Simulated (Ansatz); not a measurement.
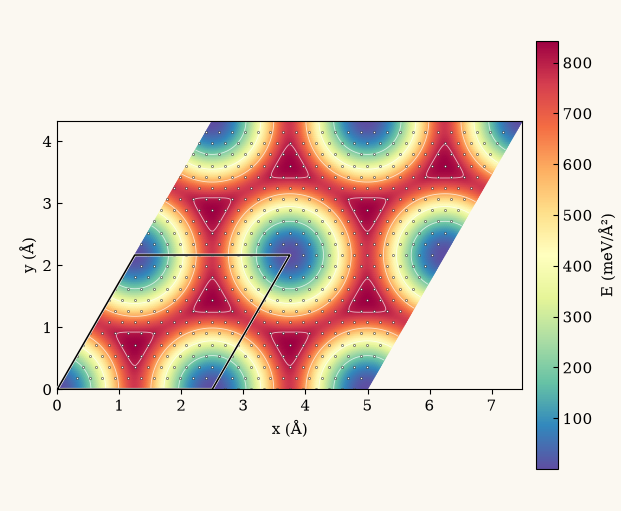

Energy landscape of C (P6_3/mmc, No. 194; 12 atoms in the cell). Gamma surface: rigid slide across a plane, one fault a cell; the plane is (0 0 1) of the conventional cell. Places are given modulo a cell vector. The map is drawn in real space over the plane of the slide. Nothing is relaxed (rigid halves, spacing across the cut fixed). The scan uses a 12 × 12 grid; 19 points were computed and 125 follow by symmetry. Energies are in meV/Å², from the lowest grid point. The band gap closes in part of the range. The calculation used Ansatz 0.2.0, DFT PBEsol, scalar-relativistic, plane waves, PAW. Settings: cutoff 520 eV, k-mesh 10×10×2 in the order of the run's cell vectors, gaussian smearing 0.05 eV, no spin polarisation.

In the figure: a smooth colour map with a few white contour lines, dots at the grid points, the outline of one cell of the 2 × 2 shown. Between grid points the surface is interpolated. 

> Where are the wells?

The lowest grid point is at (0/12, 0/12) of the cell vectors. The highest grid point, (4/12, 4/12) of the cell vectors, lies 842 meV/Å² above the lowest. On the interpolated surface the easiest way out of the lowest well to its copy in the next cell or period passes a barrier of about 770 meV/Å².

The values on the grid:

```tsv
slide along a2 ↓, slide along a1 →	0/12	1/12	2/12	3/12	4/12	5/12	6/12	7/12	8/12	9/12	10/12	11/12
11/12	30	30	89	206	372	567	738	738	567	372	206	89
10/12	118	89	118	206	345	522	702	797	702	522	345	206
9/12	263	206	206	263	372	522	688	809	809	688	522	372
8/12	450	372	345	372	450	567	702	809	842	809	702	567
7/12	646	567	522	522	567	646	738	797	809	809	797	738
6/12	767	738	702	688	702	738	767	738	702	688	702	738
5/12	646	738	797	809	809	797	738	646	567	522	522	567
4/12	450	567	702	809	842	809	702	567	450	372	345	372
3/12	263	372	522	688	809	809	688	522	372	263	206	206
2/12	118	206	345	522	702	797	702	522	345	206	118	89
1/12	30	89	206	372	567	738	738	567	372	206	89	30
0/12	0	30	118	263	450	646	767	646	450	263	118	30
```

Time for the 19 points that were run: 7.6 min on 2 threads of Arm Neoverse N1 (shared host).

PAW datasets: the set soft_1.
